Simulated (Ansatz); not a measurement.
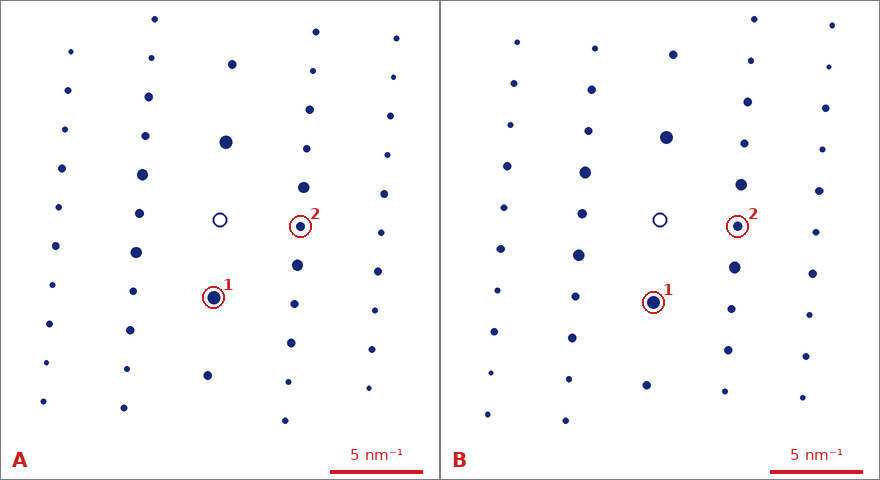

Kinematic electron diffraction patterns (120 kV, B = 0.5 Å², same scale) along [110] of the run's own cell, for the start and the end of one relaxation of V with Ansatz, DFT PBE, scalar-relativistic, plane waves, PAW. k mesh 18×18×10. The start is a generated model structure, and the relaxation ends in the nearest stationary point of its symmetry, not necessarily the ground state. Spot 1 is 0 0 -2 and spot 2 is -1 1 0 in both.

Start structure:

```yaml
crystal:
  lattice:
    - [2.69827, 0.00000, 0.00000]
    - [-1.34913, 2.33677, 0.00000]
    - [0.00000, 0.00000, 4.40625]
  atoms:
    - { symbol: V, position: [0.00000, 0.00000, 0.00000] }
    - { symbol: V, position: [0.33333, 0.66667, 0.50000] }
```

**Which pattern belongs to the start structure, and which to the relaxed one?**

B is the start: its cell gives d(1) = 2.203 Å, d(2) = 2.337 Å and an angle of 90.0°. A is the relaxed structure, with d(1) = 2.344 Å (+6.4 %), d(2) = 2.261 Å (-3.3 %) and 90.0°.

**Summarise the relaxation behind the change.**

The volume changed by -0.4 % to 13.84 Å³ an atom; the fractional coordinates hardly changed; the space group stayed P6_3/mmc (No. 194); the free energy fell by 34 meV an atom. Relaxed cell: a = 2.611 Å, b = 2.611 Å, c = 4.689 Å, α = 90.00°, β = 90.00°, γ = 120.00°.
